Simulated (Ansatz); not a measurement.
MgO (space group P6_3/mmc, No. 194): coordinates from a relaxation with Ansatz 0.2.0, DFT PBE, scalar-relativistic, plane waves, PAW; the starting structure was generated, so it need not be a known form of this composition.

```
CELL_PARAMETERS angstrom
2.95807 0.00000 0.00000
-1.47904 2.56177 0.00000
0.00000 0.00000 5.15629
ATOMIC_POSITIONS crystal
Mg 0.00000 0.00000 0.00000
O 0.33333 0.66667 0.25000
Mg 0.00000 0.00000 0.50000
O 0.66667 0.33333 0.75000
```

Describe how the polyhedra about Mg are linked (bonds: Mg–O below 2.4 Å).

Mg: MgO6 octahedron, sharing edges with six neighbours, corners with twelve neighbours and faces with two neighbours.

They form a three-dimensional framework of corner-, edge- and face-sharing octahedra.

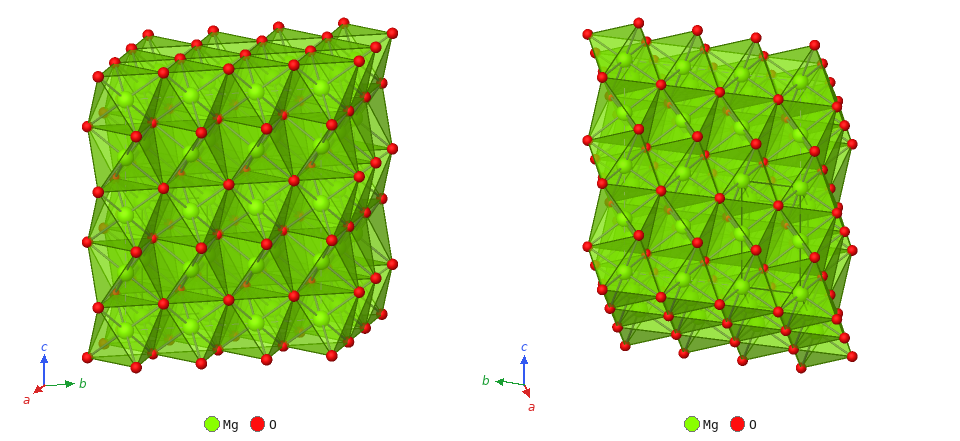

Polyhedra are drawn about Mg (bonds: Mg–O below 2.4 Å); other atoms are plain spheres. Two views of the same piece.
